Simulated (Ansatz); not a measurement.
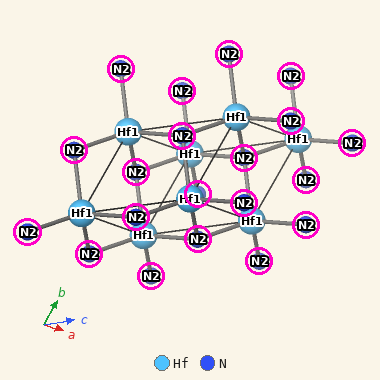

The system is HfN (F-43m, No. 216; 2 atoms in the cell); the picture shows the reference structure. 
- Atom N2 is moved over a plane while all other atoms and the cell stay fixed (its periodic images move with it) (x, y and z along the cube axes).
- Coordinates scanned: (1) shift of N2 along the Cartesian direction [1 1 0]; (2) shift of N2 along z.
- Grid: 5 × 5 points; 13 points were computed and 12 follow by symmetry.
- Points are written as (first, second).
- All energies are given in eV per cell relative to the lowest grid point.
- The reference cell is the one listed in the database, not relaxed at this level.
- Theory: DFT PBEsol, scalar-relativistic, plane waves, PAW (Ansatz). Settings: cutoff 420 eV, k-mesh 16×16×16, gaussian smearing 0.15 eV, no spin polarisation.

Its coordinates:

```xyz
2
Lattice="0.0000 2.4548 2.4548 2.4548 0.0000 2.4548 2.4548 2.4548 0.0000" Properties=species:S:1:pos:R:3 pbc="T T T"
Hf    0.0000    0.0000    0.0000
N     3.6822    3.6822    3.6822
```

Range: shift of N2 along the Cartesian direction [1 1 0] from −0.30 to 0.30 Å; shift of N2 along z from −0.30 to 0.30 Å.

> Predict the map.

The lowest grid point is at (0.00 Å, 0.00 Å). It is the only kind of minimum in the scanned range. The highest grid point, (−0.30 Å, 0.30 Å), lies 1.77 eV above the lowest. Near the minimum the well is nearly round, with a curvature of about 11 eV/Å².

```tsv
second ↓, first →	−0.30	−0.15	0.00	0.15	0.30
0.30	1.77	0.80	0.52	0.80	1.77
0.15	0.97	0.32	0.13	0.32	0.97
0.00	0.55	0.13	0.00	0.13	0.55
−0.15	0.46	0.21	0.13	0.21	0.46
−0.30	0.65	0.55	0.52	0.55	0.65
```

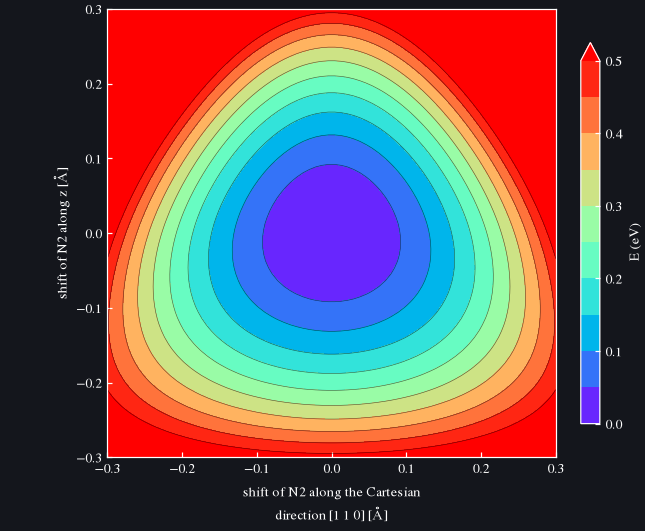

Drawn: filled contours, one colour for all values above the top of the scale. Between grid points the surface is interpolated.
